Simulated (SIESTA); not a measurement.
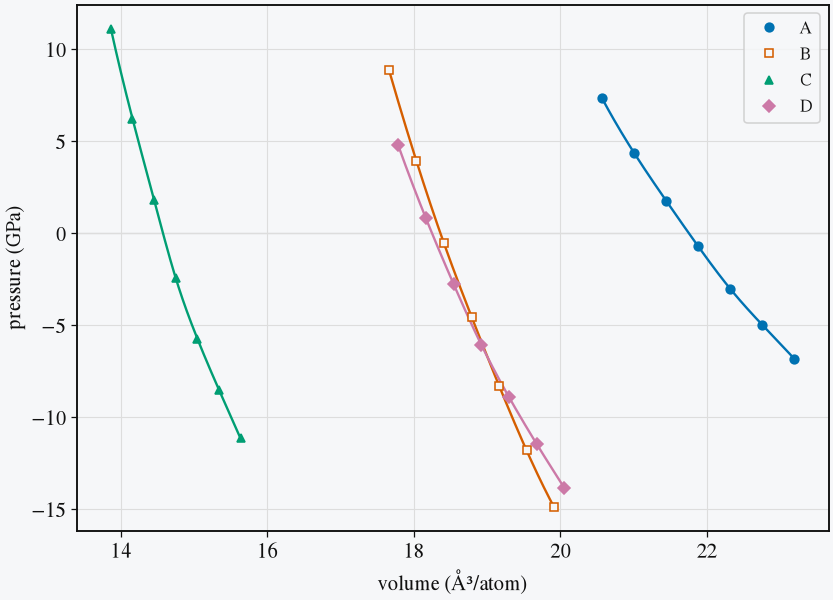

The plot gives the computed pressure against volume, with one curve for each element, for Hf, Nb, Pd and Ta (all in space group Fm-3m (No. 225)). The labels are replaced by letters.

Calculation (SIESTA 5.4.2): DFT in numerical atomic orbitals with pseudopotentials, no spin polarisation; energies at scaled volumes of the given cell, shape and fractions fixed, counted from the fit's minimum, third-order Birch-Murnaghan fit. Level: PBEsol.

occupations Fermi–Dirac; smearing width 0.05 eV; potentials PseudoDojo 0.4 standard, converted to PSML, two zetas on semicore shells.

> Which letter stands for which compound?

A: Hf; B: Ta; C: Pd; D: Nb.

Limits of the calculation: mulliken charges of long orbitals; short basis over semicore shells (Hf, Ta).
